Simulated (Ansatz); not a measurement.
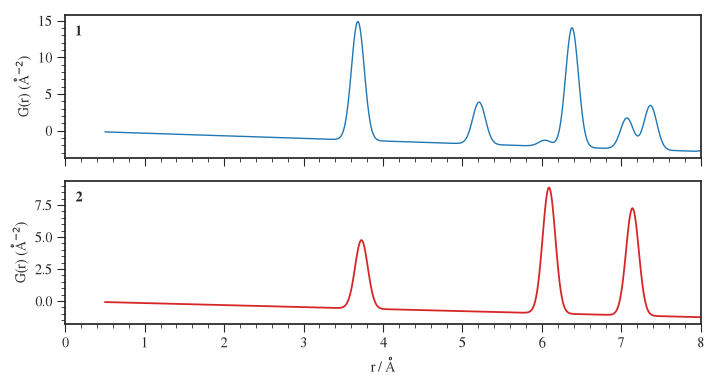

Computed neutron G(r), with each pair weighted by the product of the tabulated coherent neutron scattering lengths (natural isotope mix where the element has one) and a uniform peak width σ = 0.08 Å. There is no Q-range truncation.

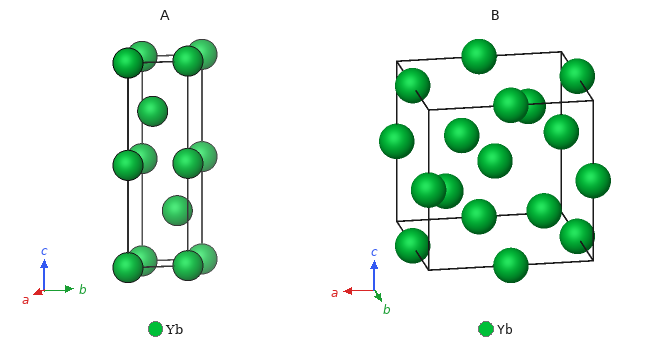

Candidate structures:

A. Yb, a = 3.678 Å, b = 3.678 Å, c = 12.074 Å, α = 90.00°, β = 90.00°, γ = 120.00°, P6_3/mmc

B. Yb, a = 8.609 Å, b = 8.609 Å, c = 8.609 Å, α = 90.00°, β = 90.00°, γ = 90.00°, Fd-3m

Origins: A, the input geometry of an electronic-structure calculation (not necessarily at equilibrium); the starting structure was generated, so it need not be a known form of this composition; B, the geometry relaxed with DFT, r2SCAN, plane waves (500 eV) with PAW, scalar-relativistic in Ansatz 0.2.0; the starting structure was generated, so it need not be a known form of this composition.

### Which PDF belongs to which candidate?

curve 1 is A (Yb, first clear peaks at 3.68 Å (Yb–Yb) and 5.21 Å (Yb–Yb)); curve 2 is B (Yb, first clear peaks at 3.73 Å (Yb–Yb) and 6.09 Å (Yb–Yb)).
